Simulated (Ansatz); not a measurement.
Input file:

```
crystal:
  lattice:
    - [0.0, 2.8332036537, 2.8615356902]
    - [2.8332036537, 0.0, 2.8615356902]
    - [2.8332036537, 2.8332036537, 0.0]
  atoms:
    - { symbol: Ga, position: [0.0, 0.0, 0.0] }
    - { symbol: As, position: [0.75, 0.75, 0.75] }
basis:
  ecutwfc: 500
kpoints:
  mp_grid: { grid: [8, 8, 8] }
hamiltonian:
  xc: r2scan
scf:
  occupations: { method: gaussian, width: 0.05 }
output:
  forces: true
  stress: true
  eigenvalues: true
  write_density: true
  write_potential: true
  elf: true
  volumetric_format: npy
```

Run with:

```sh
ansatz run input.yaml --threads 1 --pin off --max-ram 2560MiB --backend cpu --events-out ev --progress --plain --runs-dir out
```

Below, planes, directions and counts refer to the conventional cell (a = 4.01 Å, b = 4.01 Å, c = 5.72 Å, α = 90.00°, β = 90.00°, γ = 90.00°).

Space group I-4m2; changed on purpose from its base cell (strain +0.0100 x Voigt [0, 0, 1, 0, 0, 0], atoms carried along).

Method: DFT r2SCAN, scalar-relativistic, plane waves, PAW in Ansatz.

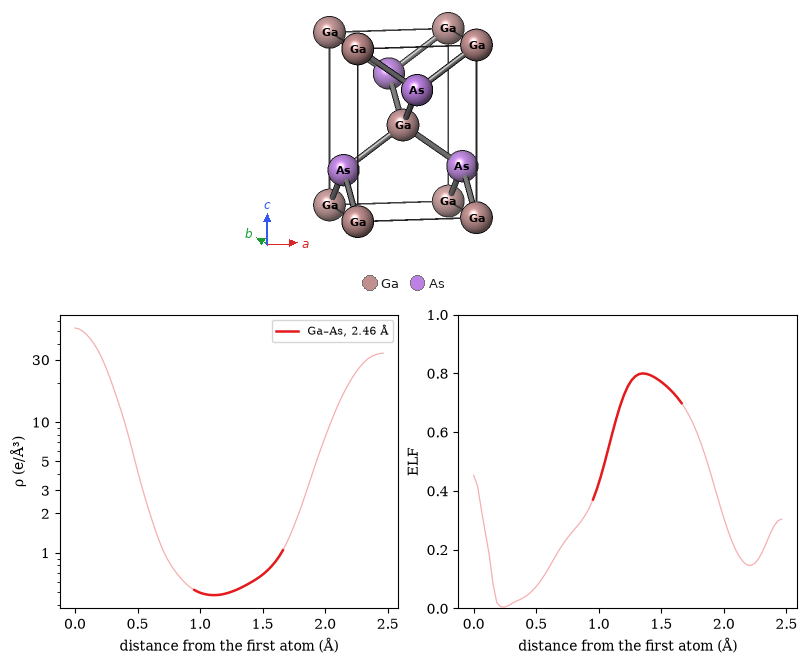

GaAs. Valence electron density and electron localisation function along straight lines between neighbouring atoms. Thin, pale parts lie inside the atomic spheres. The structure is drawn too.

The density is the valence pseudo-density of a PAW calculation; it isn't the true density close to the nuclei.

### What kind of bonding do the profiles show?

Ga–As (2.46 Å): the density is about 0.5 e/Å³ at the midpoint; the ELF peaks at about 0.80 between the atoms, as expected for localised, covalent bonding.
